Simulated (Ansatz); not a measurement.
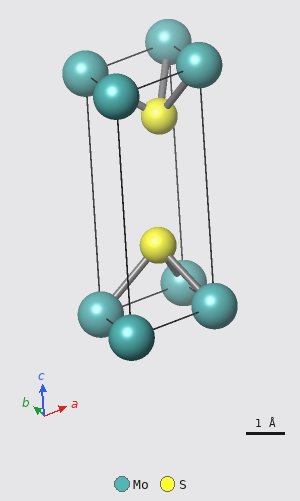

Starting frame of a dynamics run of a 3-atom cell of MoS2 (built on the measured structure type). A ball-and-stick model of the reduced simulation cell, seen slightly off an axis. Bonds to atoms that aren't drawn are left out. Lengths and directions refer to the drawn axes.

These are results of DFT, r2SCAN, plane waves, PAW (Ansatz 0.2.0), not measurements.

Input file:
```yaml
crystal:
  lattice:
    - [1.5875903435, 0.9165957122, 6.193928007]
    - [-1.5875903435, 0.9165957122, 6.193928007]
    - [0.0, -1.8331914244, 6.193928007]
  atoms:
    - { symbol: Mo, position: [9.65174e-05, 9.65174e-05, 9.65174e-05] }
    - { symbol: S, position: [0.2497906771, 0.2497906771, 0.2497906771] }
    - { symbol: S, position: [0.4171128055, 0.4171128055, 0.4171128055] }
kpoints:
  mp_grid: { grid: [6, 6, 6] }
hamiltonian:
  xc: r2scan
scf:
  occupations: { method: fermi_dirac, width: 0.02 }
md:
  ensemble: npt_langevin
  temperature: 100
  timestep: 3.0
  n_steps: 30
  initial_velocities: maxwell_boltzmann
  seed: 4474
```

Launched with:
```bash
ansatz run input.yaml --threads 4 --pin off --max-ram 3686MiB --backend cpu --events-out ev --progress --plain --runs-dir out
```

> What does the trajectory do?

Over the second half the temperature averages 71 K (spread ±19 K). The potential energy is still drifting at the end, so the run hasn't reached equilibrium. The potential energy in the second half lies on average 5.0 meV per atom above the first frame. The mean pressure there is 0.9 GPa. The volume ends +2.6 % from the start. Root-mean-square distances from the starting positions over the second half, with the common drift of all atoms taken out: S 0.04 Å, Mo 0.01 Å. The run lasts only 90 fs, too short to tell vibration from diffusion.

Along the run (each row but the first and the last is the mean over the interval that it begins):

```csv
time (fs),potential energy (meV/atom),T (K),p (GPa)
0.0,0.0,67,1.2
9.0,4.5,57,-0.1
18.0,8.7,39,-0.2
27.0,10.0,25,0.4
36.0,8.7,29,0.8
45.0,5.5,68,0.6
54.0,1.9,98,0.4
63.0,2.0,77,1.0
72.0,6.2,52,1.9
81.0,8.5,62,1.1
90.0,8.0,73,-0.2
```

The paths of the atoms, magnified 10 times:

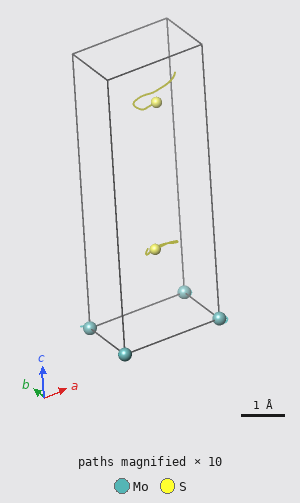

The run took 5.3 min on 4 threads of Arm Neoverse N1, with other jobs on the host, peak memory 0.7 GiB.
